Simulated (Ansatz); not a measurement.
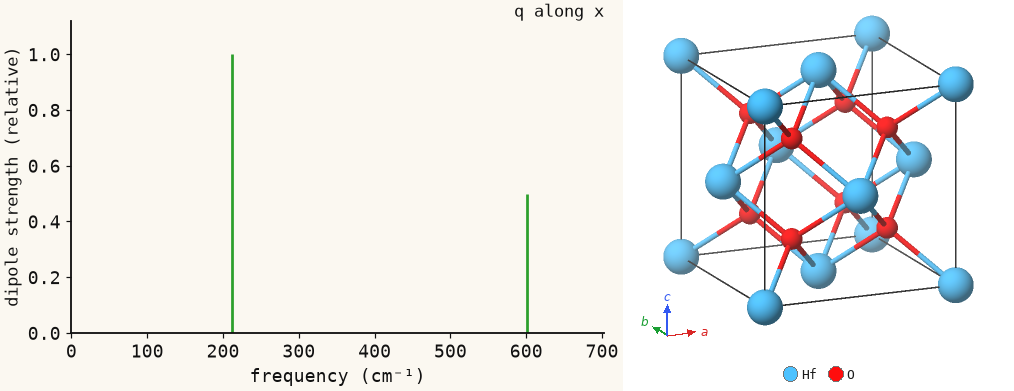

Plotted: polar optical modes, transverse and longitudinal, approaching the zone centre along x for HfO₂, space group Fm-3m (No. 225). The spectrum is scaled to its strongest line. The conventional cell is drawn beside the plot.

The given structure:
```
CELL_PARAMETERS angstrom
0.00000 2.55228 2.55228
2.55228 0.00000 2.55228
2.55228 2.55228 0.00000
ATOMIC_POSITIONS crystal
Hf 0.00000 0.00000 0.00000
O 0.25000 0.25000 0.25000
O 0.75000 0.75000 0.75000
```

Calculation (Ansatz 0.2.0): optical phonons of an insulator on the approach to the zone centre along x, y and z with the field of polar modes, imaginary frequencies are negative, field response on a mesh refined by the program; plane waves with PAW datasets. Level: PBE, no spin polarisation.

wave cutoff 420 eV; k mesh 8×8×8; occupations fixed; pressure −1 GPa.

> Which of the stronger lines are transverse and which longitudinal?

The transverse (TO, twofold) lines lie at 211.8 and the longitudinal (LO) ones at 600.4 cm⁻¹, the same along x, y and z by the cubic symmetry.
